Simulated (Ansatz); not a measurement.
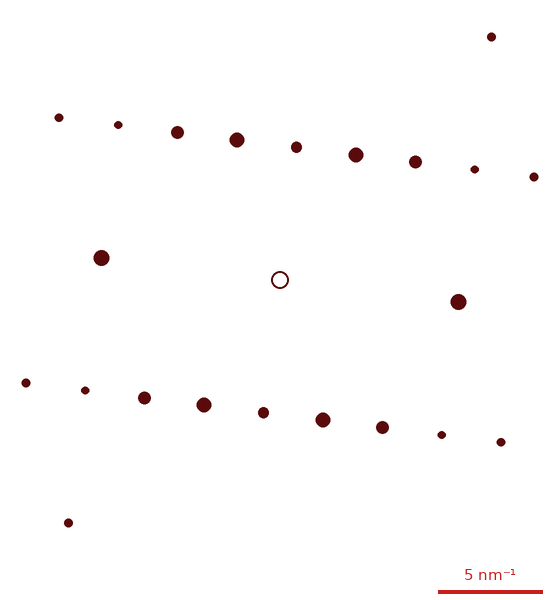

Computed electron diffraction pattern, 300 kV, single scattering only, B = 1 Å².

Candidate phases (model or computed cells):
A. Co, space group P6_3/mmc (No. 194), a = 2.53 Å, c = 4.09 Å (hexagonal axes)
B. Co, space group Pm-3m (No. 221), a = 2.38 Å
C. Co, space group Pm-3m (No. 221), a = 2.359 Å
D. Co, space group P6/mmm (No. 191), a = 4.00 Å, c = 2.46 Å (hexagonal axes)

Q: Identify the phase and the zone axis.

A: Candidate D (Co), along [102] or an equivalent direction. The spots form a rectangular net whose two shortest vectors correspond to d = 3.46 Å and 1.55 Å, 90.0° apart. They index as 0 -1 0 (itself too weak to see) and -2 1 1; no zone of the other candidates with indices up to 3 has this net. Some points of the net are extinct or too weak to see.
